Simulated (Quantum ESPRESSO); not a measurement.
# SiC(110), H on both faces, stepped through the number of layers, part 7 of 11

Aim: how the results for SiC(110), H on both faces change with the number of layers.

Quantum ESPRESSO 7.5; plane-wave DFT, PBE, GBRV ultrasoft pseudopotentials.

So far. Step 8 (Potential by pp.x, 3 layers): The slope in the vacuum is 0.100 eV/Å for an applied 0.10 V/Å, as it should be. Step 10 (Band structure, 3 layers): Along this path the valence top lies at Γ and the conduction bottom at Y.

**11. Relaxation with pw.x, 4 layers**

System of this step: SiC(110), H on both faces, 4 layers. The cell holds 12 atoms: 4 H, 4 Si and 4 C. Its edges and angles: a = 4.378 Å, b = 3.096 Å, c = 23.039 Å, α = 90.0°, β = 90.0°, γ = 90.0°. It derives from SiC. Vacuum lies along c.

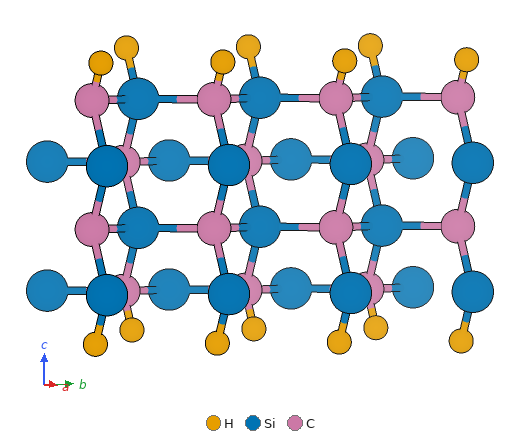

The cell of this step (hydrogen orange, silicon blue, carbon pink). 1×3×1 cells are drawn. Some periodic images of atoms are drawn too.

Input file m1.relax.in:

```
&control
  prefix = 'm1.relax'
  outdir = './out'
  pseudo_dir = './pseudo'
  nstep = 80
  forc_conv_thr = 0.0006
  calculation = 'relax'
/
&system
  ibrav = 0
  nat = 12
  ntyp = 3
  ecutwfc = 40
  ecutrho = 200
  occupations = 'smearing'
  smearing = 'fd'
  degauss = 0.002
/
&electrons
  conv_thr = 1e-08
  mixing_beta = 0.4
  electron_maxstep = 120
  mixing_mode = 'plain'
/
&ions
/
ATOMIC_SPECIES
  H   1.0080  h_pbe_v1.4.uspp.F.UPF
  Si  28.0850  si_pbe_v1.uspp.F.UPF
  C   12.0110  c_pbe_v1.2.uspp.F.UPF
CELL_PARAMETERS angstrom
  4.37818550200000 0.00000000000000 0.00000000000000
  0.00000000000000 3.09619996900000 0.00000000000000
  0.00000000000000 0.00000000000000 23.03928810299718
ATOMIC_POSITIONS crystal
  H   0.806231759000 0.000000000000 0.347128938848
  H   0.397632945500 0.500000000000 0.359528983486
  Si  0.000000000000 0.000000000000 0.399209126325
  C   0.250000000000 0.500000000000 0.399209126325
  Si  0.500000000000 0.500000000000 0.466403042108
  C   0.750000000000 0.000000000000 0.466403042108
  Si  0.000000000000 0.000000000000 0.533596957892
  C   0.250000000000 0.500000000000 0.533596957892
  Si  0.500000000000 0.500000000000 0.600790873675
  C   0.750000000000 0.000000000000 0.600790873675
  H   0.897632945500 0.000000000000 0.640471016514
  H   0.306231759000 0.500000000000 0.652871061152
K_POINTS automatic
  4 8 1 0 0 0
```

Run with:

```sh
> OMP_NUM_THREADS=1 mpirun -n 4 pw.x -nk 2 -in m1.relax.in > m1.relax.out
```

The log of the run:

```text
[banner, memory and clock lines left out]
Program PWSCF v.7.5 starts
[...]
Message from routine setup:
[...]
number of electrons       =        36.00
     number of Kohn-Sham states=           22
     kinetic-energy cutoff     =      40.0000  Ry
     charge density cutoff     =     200.0000  Ry
[...]
number of k points=    15  Fermi-Dirac smearing, width (Ry)=  0.0020
[...]
Dense  grid:   100717 G-vectors     FFT dimensions: (  40,  30, 200)
[...]
negative rho (up, down):  9.468E-04 0.000E+00
     Starting wfcs are   36 randomized atomic wfcs
[...]
negative rho (up, down):  8.281E-04 0.000E+00
[...]
estimated scf accuracy    <       2.01289981 Ry
[...]
negative rho (up, down):  9.352E-04 0.000E+00
[...]
estimated scf accuracy    <       0.12749820 Ry
[...]
negative rho (up, down):  1.069E-03 0.000E+00
[...]
estimated scf accuracy    <       0.03371699 Ry
[...]
negative rho (up, down):  1.165E-03 0.000E+00
[...]
estimated scf accuracy    <       0.00420572 Ry
[...]
negative rho (up, down):  1.200E-03 0.000E+00
[...]
estimated scf accuracy    <       0.00043083 Ry
[...]
negative rho (up, down):  1.219E-03 0.000E+00
[...]
estimated scf accuracy    <       0.00008649 Ry
[...]
negative rho (up, down):  1.231E-03 0.000E+00
[...]
estimated scf accuracy    <       0.00001666 Ry
[...]
negative rho (up, down):  1.238E-03 0.000E+00
[...]
estimated scf accuracy    <       0.00000056 Ry
[...]
negative rho (up, down):  1.242E-03 0.000E+00
[...]
estimated scf accuracy    <       0.00000014 Ry
[...]
negative rho (up, down):  1.244E-03 0.000E+00
[...]
estimated scf accuracy    <       0.00000004 Ry
[...]
negative rho (up, down):  1.248E-03 0.000E+00
[...]
the Fermi energy is    -0.1472 ev
!    total energy              =     -89.13921334 Ry
     estimated scf accuracy    <          1.1E-09 Ry
     smearing contrib. (-TS)   =      -0.00000000 Ry
     internal energy E=F+TS    =     -89.13921334 Ry
[...]
one-electron contribution =   -1160.20915394 Ry
     hartree contribution      =     589.31767929 Ry
     xc contribution           =     -35.10039942 Ry
     ewald contribution        =     516.85266073 Ry
     convergence has been achieved in  11 iterations
     negative rho (up, down):  1.248E-03 0.000E+00
[...]
Total force =     0.068173     Total SCF correction =     0.000024
[...]
negative rho (up, down):  1.266E-03 0.000E+00
[...]
negative rho (up, down):  1.256E-03 0.000E+00
[...]
estimated scf accuracy    <       0.00047862 Ry
[...]
negative rho (up, down):  1.252E-03 0.000E+00
[...]
estimated scf accuracy    <       0.00010215 Ry
[...]
negative rho (up, down):  1.249E-03 0.000E+00
[...]
estimated scf accuracy    <       0.00002481 Ry
[...]
negative rho (up, down):  1.249E-03 0.000E+00
[...]
estimated scf accuracy    <       0.00000279 Ry
[...]
negative rho (up, down):  1.249E-03 0.000E+00
[...]
estimated scf accuracy    <       0.00000040 Ry
[...]
negative rho (up, down):  1.249E-03 0.000E+00
[...]
estimated scf accuracy    <       0.00000006 Ry
[...]
negative rho (up, down):  1.249E-03 0.000E+00
[...]
the Fermi energy is    -0.1805 ev
!    total energy              =     -89.14199658 Ry
     estimated scf accuracy    <          1.9E-09 Ry
     smearing contrib. (-TS)   =      -0.00000000 Ry
     internal energy E=F+TS    =     -89.14199658 Ry
[...]
one-electron contribution =   -1161.12895583 Ry
     hartree contribution      =     589.70126298 Ry
     xc contribution           =     -35.10363966 Ry
     ewald contribution        =     517.38933593 Ry
     convergence has been achieved in   7 iterations
     negative rho (up, down):  1.249E-03 0.000E+00
[...]
Total force =     0.023065     Total SCF correction =     0.000073
[...]
negative rho (up, down):  1.254E-03 0.000E+00
[...]
negative rho (up, down):  1.250E-03 0.000E+00
[...]
estimated scf accuracy    <       0.00012418 Ry
[...]
negative rho (up, down):  1.248E-03 0.000E+00
[...]
estimated scf accuracy    <       0.00001783 Ry
[...]
negative rho (up, down):  1.247E-03 0.000E+00
[...]
estimated scf accuracy    <       0.00000379 Ry
[...]
negative rho (up, down):  1.247E-03 0.000E+00
[...]
estimated scf accuracy    <       0.00000066 Ry
[...]
negative rho (up, down):  1.247E-03 0.000E+00
[...]
estimated scf accuracy    <       0.00000010 Ry
[...]
negative rho (up, down):  1.247E-03 0.000E+00
[...]
estimated scf accuracy    <       0.00000012 Ry
[...]
negative rho (up, down):  1.247E-03 0.000E+00
[...]
the Fermi energy is    -0.1783 ev
!    total energy              =     -89.14256499 Ry
     estimated scf accuracy    <          9.6E-10 Ry
     smearing contrib. (-TS)   =      -0.00000000 Ry
     internal energy E=F+TS    =     -89.14256499 Ry
[...]
one-electron contribution =   -1161.81224566 Ry
     hartree contribution      =     590.04083716 Ry
     xc contribution           =     -35.11035511 Ry
     ewald contribution        =     517.73919863 Ry
     convergence has been achieved in   7 iterations
     negative rho (up, down):  1.247E-03 0.000E+00
[...]
Total force =     0.016502     Total SCF correction =     0.000020
[...]
negative rho (up, down):  1.254E-03 0.000E+00
[...]
negative rho (up, down):  1.248E-03 0.000E+00
[...]
estimated scf accuracy    <       0.00022277 Ry
[...]
negative rho (up, down):  1.245E-03 0.000E+00
[...]
estimated scf accuracy    <       0.00003014 Ry
[...]
negative rho (up, down):  1.244E-03 0.000E+00
[...]
estimated scf accuracy    <       0.00000669 Ry
[...]
negative rho (up, down):  1.244E-03 0.000E+00
[...]
estimated scf accuracy    <       0.00000104 Ry
[...]
negative rho (up, down):  1.244E-03 0.000E+00
[...]
estimated scf accuracy    <       0.00000013 Ry
[...]
negative rho (up, down):  1.244E-03 0.000E+00
[...]
estimated scf accuracy    <       0.00000003 Ry
[...]
negative rho (up, down):  1.244E-03 0.000E+00
[...]
estimated scf accuracy    <          2.5E-09 Ry
[...]
negative rho (up, down):  1.244E-03 0.000E+00
[...]
the Fermi energy is    -0.1742 ev
!    total energy              =     -89.14304796 Ry
     estimated scf accuracy    <          3.7E-10 Ry
     smearing contrib. (-TS)   =      -0.00000000 Ry
     internal energy E=F+TS    =     -89.14304796 Ry
[...]
internal energy E=F+TS    =     -89.14354011 Ry
[...]
one-electron contribution =   -1165.62575636 Ry
     hartree contribution      =     591.96777341 Ry
     xc contribution           =     -35.13965428 Ry
     ewald contribution        =     519.65409711 Ry
     convergence has been achieved in   8 iterations
     negative rho (up, down):  1.243E-03 0.000E+00
[...]
Total force =     0.007261     Total SCF correction =     0.000025
[...]
negative rho (up, down):  1.244E-03 0.000E+00
[...]
negative rho (up, down):  1.244E-03 0.000E+00
[...]
estimated scf accuracy    <       0.00001703 Ry
[...]
negative rho (up, down):  1.244E-03 0.000E+00
[...]
estimated scf accuracy    <       0.00000356 Ry
[...]
negative rho (up, down):  1.245E-03 0.000E+00
[...]
estimated scf accuracy    <       0.00000069 Ry
[...]
negative rho (up, down):  1.245E-03 0.000E+00
[...]
estimated scf accuracy    <       0.00000007 Ry
[...]
negative rho (up, down):  1.245E-03 0.000E+00
[...]
estimated scf accuracy    <          7.9E-09 Ry
[...]
negative rho (up, down):  1.245E-03 0.000E+00
[...]
estimated scf accuracy    <          1.8E-09 Ry
[...]
negative rho (up, down):  1.245E-03 0.000E+00
[...]
the Fermi energy is    -0.1814 ev
!    total energy              =     -89.14360443 Ry
     estimated scf accuracy    <          4.6E-11 Ry
     smearing contrib. (-TS)   =      -0.00000000 Ry
     internal energy E=F+TS    =     -89.14360443 Ry
[...]
one-electron contribution =   -1166.27486867 Ry
     hartree contribution      =     592.29134245 Ry
     xc contribution           =     -35.14241363 Ry
     ewald contribution        =     519.98233542 Ry
     convergence has been achieved in   7 iterations
     negative rho (up, down):  1.245E-03 0.000E+00
[...]
Total force =     0.005583     Total SCF correction =     0.000013
[...]
negative rho (up, down):  1.245E-03 0.000E+00
[...]
negative rho (up, down):  1.246E-03 0.000E+00
[...]
estimated scf accuracy    <       0.00001751 Ry
[...]
negative rho (up, down):  1.246E-03 0.000E+00
[...]
estimated scf accuracy    <       0.00000388 Ry
[...]
negative rho (up, down):  1.246E-03 0.000E+00
[...]
estimated scf accuracy    <       0.00000034 Ry
[...]
negative rho (up, down):  1.246E-03 0.000E+00
[...]
estimated scf accuracy    <       0.00000007 Ry
[...]
negative rho (up, down):  1.247E-03 0.000E+00
[...]
estimated scf accuracy    <          5.0E-09 Ry
[...]
negative rho (up, down):  1.247E-03 0.000E+00
[...]
estimated scf accuracy    <          4.9E-10 Ry
[...]
negative rho (up, down):  1.247E-03 0.000E+00
[...]
the Fermi energy is    -0.1865 ev
!    total energy              =     -89.14365904 Ry
     estimated scf accuracy    <          4.5E-11 Ry
     smearing contrib. (-TS)   =      -0.00000000 Ry
     internal energy E=F+TS    =     -89.14365904 Ry
[...]
one-electron contribution =   -1166.90947882 Ry
     hartree contribution      =     592.60502008 Ry
     xc contribution           =     -35.14540571 Ry
     ewald contribution        =     520.30620541 Ry
     convergence has been achieved in   7 iterations
     negative rho (up, down):  1.247E-03 0.000E+00
[...]
Total force =     0.005723     Total SCF correction =     0.000012
[...]
negative rho (up, down):  1.247E-03 0.000E+00
[...]
negative rho (up, down):  1.247E-03 0.000E+00
[...]
estimated scf accuracy    <       0.00003305 Ry
[...]
negative rho (up, down):  1.247E-03 0.000E+00
[...]
estimated scf accuracy    <       0.00000684 Ry
[...]
negative rho (up, down):  1.248E-03 0.000E+00
[...]
estimated scf accuracy    <       0.00000059 Ry
[...]
negative rho (up, down):  1.248E-03 0.000E+00
[...]
estimated scf accuracy    <       0.00000012 Ry
[...]
negative rho (up, down):  1.248E-03 0.000E+00
[...]
estimated scf accuracy    <       0.00000002 Ry
[...]
negative rho (up, down):  1.248E-03 0.000E+00
[...]
estimated scf accuracy    <          1.1E-09 Ry
[...]
negative rho (up, down):  1.248E-03 0.000E+00
[...]
estimated scf accuracy    <          3.3E-10 Ry
[...]
negative rho (up, down):  1.248E-03 0.000E+00
[...]
the Fermi energy is    -0.1925 ev
!    total energy              =     -89.14371411 Ry
     estimated scf accuracy    <          1.6E-11 Ry
     smearing contrib. (-TS)   =      -0.00000000 Ry
     internal energy E=F+TS    =     -89.14371411 Ry
[...]
one-electron contribution =   -1167.63773508 Ry
     hartree contribution      =     592.96399498 Ry
     xc contribution           =     -35.14948071 Ry
     ewald contribution        =     520.67950669 Ry
     convergence has been achieved in   8 iterations
     negative rho (up, down):  1.248E-03 0.000E+00
[...]
Total force =     0.005599     Total SCF correction =     0.000006
[...]
negative rho (up, down):  1.248E-03 0.000E+00
[...]
negative rho (up, down):  1.249E-03 0.000E+00
[...]
estimated scf accuracy    <       0.00003311 Ry
[...]
negative rho (up, down):  1.249E-03 0.000E+00
[...]
estimated scf accuracy    <       0.00000639 Ry
[...]
negative rho (up, down):  1.249E-03 0.000E+00
[...]
estimated scf accuracy    <       0.00000055 Ry
[...]
negative rho (up, down):  1.249E-03 0.000E+00
[...]
estimated scf accuracy    <       0.00000008 Ry
[...]
negative rho (up, down):  1.249E-03 0.000E+00
[...]
estimated scf accuracy    <       0.00000002 Ry
[...]
negative rho (up, down):  1.249E-03 0.000E+00
[...]
estimated scf accuracy    <          1.9E-09 Ry
[...]
negative rho (up, down):  1.249E-03 0.000E+00
[...]
estimated scf accuracy    <          4.3E-10 Ry
[...]
negative rho (up, down):  1.250E-03 0.000E+00
[...]
the Fermi energy is    -0.1975 ev
!    total energy              =     -89.14375526 Ry
     estimated scf accuracy    <          5.6E-11 Ry
     smearing contrib. (-TS)   =      -0.00000000 Ry
     internal energy E=F+TS    =     -89.14375526 Ry
[...]
one-electron contribution =   -1168.18864584 Ry
     hartree contribution      =     593.23465330 Ry
     xc contribution           =     -35.15401003 Ry
     ewald contribution        =     520.96424731 Ry
     convergence has been achieved in   8 iterations
     negative rho (up, down):  1.250E-03 0.000E+00
[...]
Total force =     0.004093     Total SCF correction =     0.000011
[...]
negative rho (up, down):  1.249E-03 0.000E+00
[...]
negative rho (up, down):  1.249E-03 0.000E+00
[...]
estimated scf accuracy    <       0.00001227 Ry
[...]
negative rho (up, down):  1.249E-03 0.000E+00
[...]
estimated scf accuracy    <       0.00000206 Ry
[...]
negative rho (up, down):  1.249E-03 0.000E+00
[...]
estimated scf accuracy    <       0.00000022 Ry
[...]
negative rho (up, down):  1.249E-03 0.000E+00
[...]
estimated scf accuracy    <       0.00000002 Ry
[...]
negative rho (up, down):  1.250E-03 0.000E+00
[...]
estimated scf accuracy    <          4.6E-09 Ry
[...]
negative rho (up, down):  1.250E-03 0.000E+00
[...]
estimated scf accuracy    <          2.5E-10 Ry
[...]
negative rho (up, down):  1.250E-03 0.000E+00
[...]
the Fermi energy is    -0.1995 ev
!    total energy              =     -89.14377457 Ry
     estimated scf accuracy    <          5.1E-11 Ry
     smearing contrib. (-TS)   =      -0.00000000 Ry
     internal energy E=F+TS    =     -89.14377457 Ry
[...]
one-electron contribution =   -1168.32197056 Ry
     hartree contribution      =     593.29940703 Ry
     xc contribution           =     -35.15655861 Ry
     ewald contribution        =     521.03534757 Ry
     convergence has been achieved in   7 iterations
     negative rho (up, down):  1.250E-03 0.000E+00
[...]
Total force =     0.002465     Total SCF correction =     0.000004
[...]
negative rho (up, down):  1.249E-03 0.000E+00
[...]
```

Wall time 4.3 min (4 MPI ranks of Arm Neoverse V1, shared host); peak memory 0.68 GiB; 17 min of CPU time.

Step by step:

| step | energy less that of the first step (eV) | largest force (eV/Å) |
| --- | --- | --- |
| 1 | 0.0000 | 0.9329 |
| 2 | -0.0379 | 0.2904 |
| 3 | -0.0456 | 0.1872 |
| 4 | -0.0522 | 0.1716 |
| 5 | -0.0567 | 0.1380 |
| 6 | -0.0589 | 0.0769 |
| 7 | -0.0597 | 0.0608 |
| 8 | -0.0605 | 0.0583 |
| 9 | -0.0612 | 0.0730 |
| 10 | -0.0618 | 0.0565 |
| 11 | -0.0621 | 0.0223 |
| 12 | -0.0622 | 0.0212 |
| 13 | -0.0622 | 0.0185 |
| 14 | -0.0623 | 0.0204 |
| 15 | -0.0623 | 0.0186 |
| 16 | -0.0624 | 0.0113 |

The atoms that moved most (Å):

| atom | dx | dy | dz | length |
| --- | --- | --- | --- | --- |
| H11 | -0.040 | 0.000 | -0.040 | 0.056 |
| H2 | -0.040 | 0.000 | 0.040 | 0.056 |
| H12 | 0.032 | 0.000 | 0.038 | 0.049 |
| H1 | 0.032 | 0.000 | -0.038 | 0.049 |
| C4 | -0.022 | 0.000 | 0.037 | 0.043 |
| C10 | -0.022 | 0.000 | -0.037 | 0.043 |
| Si3 | 0.016 | 0.000 | 0.015 | 0.021 |
| Si9 | 0.016 | 0.000 | -0.015 | 0.021 |

The relaxed structure:

```cif
data_structure
_symmetry_space_group_name_H-M 'P 1'
_symmetry_Int_Tables_number 1
_cell_length_a 4.3782
_cell_length_b 3.0962
_cell_length_c 23.0393
_cell_angle_alpha 90.000
_cell_angle_beta 90.000
_cell_angle_gamma 90.000
_cell_volume 312.31
loop_
_atom_site_label
_atom_site_type_symbol
_atom_site_fract_x
_atom_site_fract_y
_atom_site_fract_z
_atom_site_occupancy
H1 H 0.81348 0.00000 0.34549 1
H2 H 0.38859 0.50000 0.36126 1
Si3 Si 0.00358 0.00000 0.39985 1
C4 C 0.24490 0.50000 0.40081 1
Si5 Si 0.50233 0.50000 0.46658 1
C6 C 0.75098 0.00000 0.46626 1
Si7 Si 0.00233 0.00000 0.53342 1
C8 C 0.25098 0.50000 0.53374 1
Si9 Si 0.50358 0.50000 0.60015 1
C10 C 0.74490 0.00000 0.59919 1
H11 H 0.88859 0.00000 0.63874 1
H12 H 0.31348 0.50000 0.65451 1
```

The relaxation lowers the energy by 5 meV an atom.

Numbers from this step:

| Quantity | Value |
| --- | --- |
| free energy | -1212.8632 eV |
| Fermi energy | -0.2067 eV |

**12. Self-consistent run, 4 layers**

Input file m1.f0.in:

```
&control
  prefix = 'm1.f0'
  outdir = './out'
  pseudo_dir = './pseudo'
  calculation = 'scf'
  tprnfor = .true.
  tefield = .true.
  dipfield = .true.
/
&system
  ibrav = 0
  nat = 12
  ntyp = 3
  ecutwfc = 40
  ecutrho = 200
  occupations = 'smearing'
  smearing = 'fd'
  degauss = 0.002
  edir = 3
  emaxpos = 0.97
  eopreg = 0.04
  eamp = 0.0
  nbnd = 22
/
&electrons
  conv_thr = 1e-09
  mixing_beta = 0.4
  electron_maxstep = 120
  mixing_mode = 'plain'
/
ATOMIC_SPECIES
  H   1.0080  h_pbe_v1.4.uspp.F.UPF
  Si  28.0850  si_pbe_v1.uspp.F.UPF
  C   12.0110  c_pbe_v1.2.uspp.F.UPF
CELL_PARAMETERS angstrom
  4.37818550200000 0.00000000000000 0.00000000000000
  0.00000000000000 3.09619996900000 0.00000000000000
  0.00000000000000 0.00000000000000 23.03928810299718
ATOMIC_POSITIONS crystal
  H   0.813475552100 0.000000000000 0.345489105100
  H   0.388594818200 0.500000000000 0.361263155900
  Si  0.003583784500 0.000000000000 0.399846573500
  C   0.244902644700 0.500000000000 0.400814383100
  Si  0.502325920400 0.500000000000 0.466577849100
  C   0.750981984600 0.000000000000 0.466256688400
  Si  0.002325920400 0.000000000000 0.533422150900
  C   0.250981984600 0.500000000000 0.533743311600
  Si  0.503583784500 0.500000000000 0.600153426500
  C   0.744902644700 0.000000000000 0.599185616900
  H   0.888594818200 0.000000000000 0.638736844100
  H   0.313475552100 0.500000000000 0.654510894900
K_POINTS automatic
  4 8 1 0 0 0
```

Run with:

```sh
> OMP_NUM_THREADS=1 mpirun -n 4 pw.x -nk 2 -in m1.f0.in > m1.f0.out
```

The log of the run:

```text
[banner, memory and clock lines left out]
Program PWSCF v.7.5 starts
[...]
number of electrons       =        36.00
     number of Kohn-Sham states=           22
     kinetic-energy cutoff     =      40.0000  Ry
     charge density cutoff     =     200.0000  Ry
[...]
number of k points=    18  Fermi-Dirac smearing, width (Ry)=  0.0020
[...]
Dense  grid:   100717 G-vectors     FFT dimensions: (  40,  27, 200)
[...]
negative rho (up, down):  9.561E-04 0.000E+00
[...]
Starting wfcs are   36 randomized atomic wfcs
[...]
negative rho (up, down):  8.341E-04 0.000E+00
[...]
estimated scf accuracy    <       2.05219215 Ry
[...]
negative rho (up, down):  9.415E-04 0.000E+00
[...]
estimated scf accuracy    <       0.12784867 Ry
[...]
negative rho (up, down):  1.071E-03 0.000E+00
[...]
estimated scf accuracy    <       0.03330571 Ry
[...]
negative rho (up, down):  1.167E-03 0.000E+00
[...]
estimated scf accuracy    <       0.00462176 Ry
[...]
negative rho (up, down):  1.200E-03 0.000E+00
[...]
estimated scf accuracy    <       0.00044730 Ry
[...]
negative rho (up, down):  1.218E-03 0.000E+00
[...]
estimated scf accuracy    <       0.00010503 Ry
[...]
negative rho (up, down):  1.229E-03 0.000E+00
[...]
estimated scf accuracy    <       0.00001655 Ry
[...]
negative rho (up, down):  1.236E-03 0.000E+00
[...]
estimated scf accuracy    <       0.00000765 Ry
[...]
negative rho (up, down):  1.240E-03 0.000E+00
[...]
estimated scf accuracy    <       0.00000022 Ry
[...]
negative rho (up, down):  1.242E-03 0.000E+00
[...]
estimated scf accuracy    <       0.00000006 Ry
[...]
negative rho (up, down):  1.244E-03 0.000E+00
[...]
Total length         41.7964 bohr
[...]
estimated scf accuracy    <          8.6E-09 Ry
[...]
negative rho (up, down):  1.246E-03 0.000E+00
[...]
Computed dipole along edir(3) :
        Dipole                0.0000 Ry au,          0.0001 Debye
        Dipole field          0.0000 Ry au,
        Potential amp.       -0.0000 Ry
        Total length         41.7964 bohr
[...]
the Fermi energy is    -0.2066 ev
!    total energy              =     -89.14379787 Ry
     estimated scf accuracy    <          7.2E-10 Ry
     smearing contrib. (-TS)   =      -0.00000000 Ry
     internal energy E=F+TS    =     -89.14379787 Ry
[...]
one-electron contribution =   -1167.21704586 Ry
     hartree contribution      =     592.74561205 Ry
     xc contribution           =     -35.15234098 Ry
     ewald contribution        =     520.47997692 Ry
     electric field correction =       0.00000000 Ry
     convergence has been achieved in  12 iterations
     negative rho (up, down):  1.246E-03 0.000E+00
[...]
Total force =     0.001168     Total SCF correction =     0.000020
[...]
```

It took 30 s on 4 MPI ranks; peak memory 0.43 GiB; 2 min of CPU time.

This step gave:

* Fermi energy: -0.2066 eV
* dipole along the normal: 2.08e-5 e·Å
* valence top, on the run's zero: -1.084 eV
* conduction bottom, on the run's zero: 1.385 eV
* gap by band count: 2.469 eV

(Part 7 of 11 ends here.)

[Logs are printed without paths, hosts, clocks, repeated set-up lines and the standing remarks that a program may print on its own settings, such as how far it seeks lower states.]

[Hosts, paths, dates, database ids (printed as entryN), source tags and the programs' standing remarks are cut or masked in the printed files.]

[Maps of the electrostatic potential energy from Ansatz leave out the sawtooth potential of an applied field or a dipole correction, so their vacuum need not be flat; planar profiles and work functions include it.]
